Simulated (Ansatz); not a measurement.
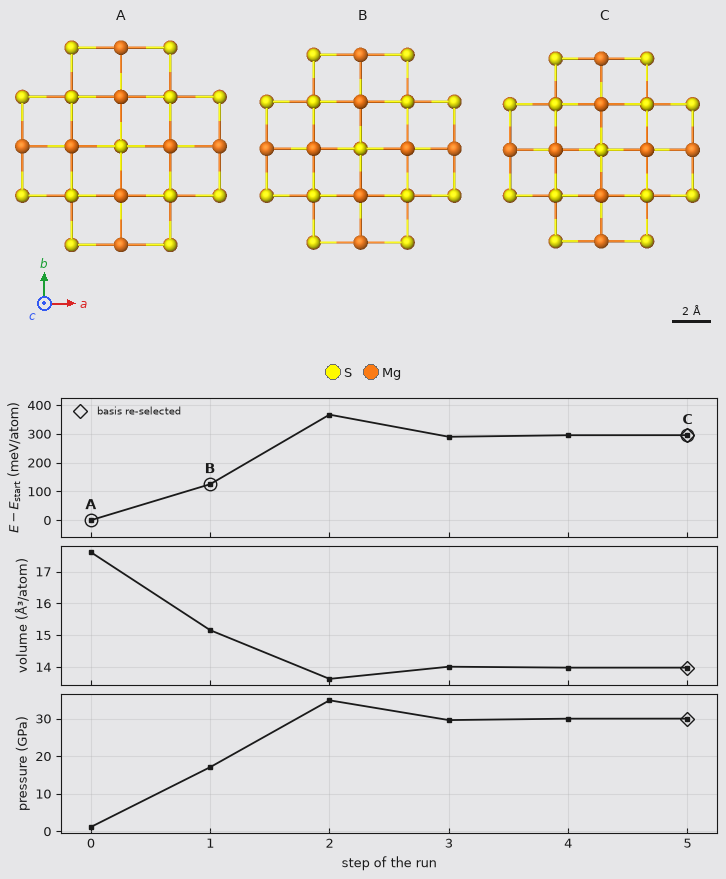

Frames of a relaxation of crystalline MgS (set up in Fm-3m), marked on the history of the run. Style: ball-and-stick. Shown: the conventional cell (4 times the calculation's cell), along the c axis. Lengths and directions refer to the drawn axes.

The run lets cell and atoms move.

These are results of Kohn-Sham DFT of a periodic cell, PBE, Ansatz PAW in Ansatz, not measurements.

The input:
```yaml
crystal:
  lattice:
    - [0.0, 2.60165, 2.60165]
    - [2.60165, 0.0, 2.60165]
    - [2.60165, 2.60165, 0.0]
  atoms:
    - { symbol: S, position: [0.5, 0.5, 0.5] }
    - { symbol: Mg, position: [0.0, 0.0, 0.0] }
hamiltonian:
  xc: pbe
  pseudopotentials: { kind: paw }
kpoints:
  mp_grid: { grid: [9, 9, 9] }
scf:
  occupations: { method: fermi_dirac, width: 0.05 }
output:
  forces: true
  stress: true
  eigenvalues: true
  write_density: true
  write_potential: true
  elf: true
  volumetric_format: npy
relax:
  f_tol: 0.01
  max_steps: 40
  cell: { stress_tol: 0.05, p_target: 30.0 }
```

Run as
```bash
ansatz run input.yaml --threads 2 --pin off --max-ram 5632MiB --backend cpu --events-out ev --progress --plain --runs-dir out
```

What happens along the run?

The atoms keep their places relative to the cell (all moves are under 0.005 Å). The drawn cell changes as follows: a = b = c 5.203 → 4.818 Å (−7.4 %); the volume changes by −20.6 %. Among the contacts that change: Mg–S 2.602 → 2.409 Å. The space group stays Fm-3m (No. 225). Over 4 accepted moves (5 points after the start) the energy rises by 296 meV per atom. With the target pressure of 30 GPa, the enthalpy E + pV changes by −384 meV per atom. All forces vanish by symmetry, so only the cell relaxes. The pressure goes from 1.16 to 30.00 GPa. The SCF was repeated once at an unchanged geometry on a basis and grid sized afresh for the cell, which shifted the energy by 0.2 meV per atom at most. The run took 3 s on 2 threads of Arm Neoverse V2 (shared host), peak memory 0.29 GiB. From step 0 to 1: volume −13.9 %, energy +125 meV per atom. From step 1 to 5: volume −7.8 %, energy +170 meV per atom.
